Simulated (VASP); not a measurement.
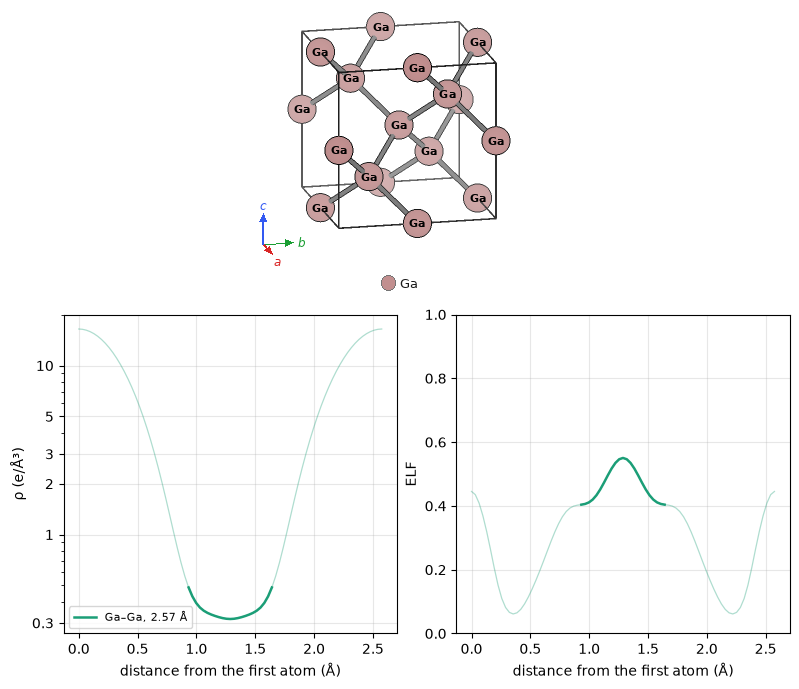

Figure. Ga. Valence charge density (pseudo) and ELF along straight lines between neighbouring atoms. Thin, pale parts lie inside the atomic spheres. The structure is drawn too.

Space group Fd-3m; a generated structure, not necessarily the stable one; changed on purpose from its base cell (volume × 1.0).

Theory: VASP, Kohn-Sham DFT of a periodic cell, revPBE, VASP PAW PBE potentials, recommended.

Core electrons are frozen (PAW), and the valence fields are smoothed inside the atomic spheres.

> What can be read from the curves?

Ga–Ga (2.57 Å): ρ at the midpoint is about 0.32 e/Å³; the ELF reaches about 0.55 near the midpoint.
